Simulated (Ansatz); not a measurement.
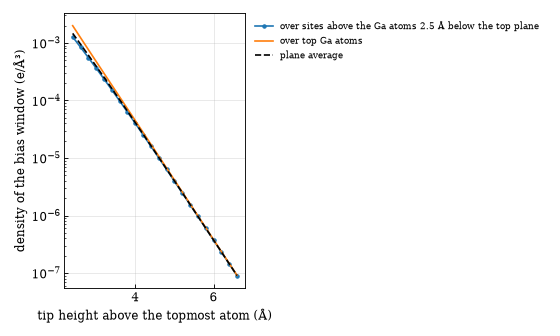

Approach curves over Ga(101) (I4/mmm bulk, 5 atomic planes (those closer than 0.6 Å count as one), 10 Å) at a sample bias of +1.00 V.

Tersoff–Hamann simulation (s-wave tip); biases are sample biases. Bias windows are sharp sums over the levels of the k mesh.

All numbers here come from DFT PBE, scalar-relativistic, plane waves, PAW (Ansatz 0.2.0). Cutoff 420 eV, 29 × 27 k-points, Gaussian smearing 0.1 eV, dipole correction. The slab is a cut without reconstruction beyond its cell, at the source's lattice constants, with its lower half held fixed and the rest relaxed. Relaxation changes the spacing of inner planes by up to 6 %, all the same way; the held half keeps the source's spacing. No spin polarisation. The run couldn't confirm all of its levels under its output density. The run warns that the functional's potential is rough in the thin density of the vacuum, where the tip is; weak contrasts and barriers may feel it.

```xyz
5
Lattice="2.8080 0.0000 0.0000 -1.4040 2.6343 0.0000 0.0000 0.0000 27.5038" Properties=species:S:1:pos:R:3 pbc="T T T"
Ga    0.0000    1.4966    9.0000
Ga    1.4040    0.3588   11.3760
Ga    1.4040    2.0641   13.9016
Ga    0.0000    0.9772   16.4278
Ga    0.0000    2.2731   18.9409
```

Question: How fast does the current decay, and what apparent barrier height does that imply?

Answer: Near 4 Å the plane average falls as exp(−2.30 z/Å), a factor of 10 per ångström, which gives an apparent barrier of 5.0 eV (0.952 eV Å² times the slope squared). The vacuum level lies 4.07 eV above zero bias. The upper edge of the window lies 3.07 eV under it. The apparent barrier is well above 3.07 eV. At 4 Å the 0.50 eV of states nearest the upper edge carry 53 % of the density. The value exceeds even the 4.07 eV between the vacuum level and the deepest states of the window, so their depth alone doesn't explain it. States away from the zone centre decay faster, since their momentum along the surface adds to the barrier, and that may account for the rest.
